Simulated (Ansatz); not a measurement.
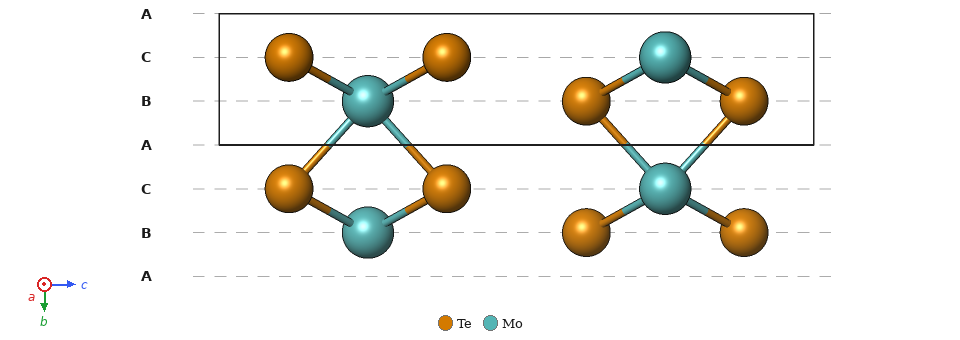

Projection along an edge of the hexagonal mesh, stacking direction c to the right. The dashed lines mark the three columns A (0, 0), B (1/3, 2/3) and C (2/3, 1/3). The sequence starts with the first layer at or above the cell's origin.

The compound is Te₂Mo, taken as a calculation's input that goes back to an entry of the Crystallography Open Database (an earlier step may have relaxed or displaced it).

Q: Read off the stacking sequence over one period.

A: Te(C) – Mo(B) – Te(C) – Te(B) – Mo(C) – Te(B) (six layers in 13.70 Å).

Q: How are the Te layers alone stacked?

A: Te layers alone: CCBB, a sequence in which some neighbouring layers lie directly above each other.

Q: Which positions between or in the Te layers do the other atoms fill?

A: Mo: two trigonal-prismatic sites (per hexagonal cell). Two of the four gaps between Te layers are empty, 3.22 Å wide.

Q: What short polytype symbol fits?

A: Polytype symbol 2H, the symbol of a layered MX2 polytype (number of slabs in the repeat and lattice).
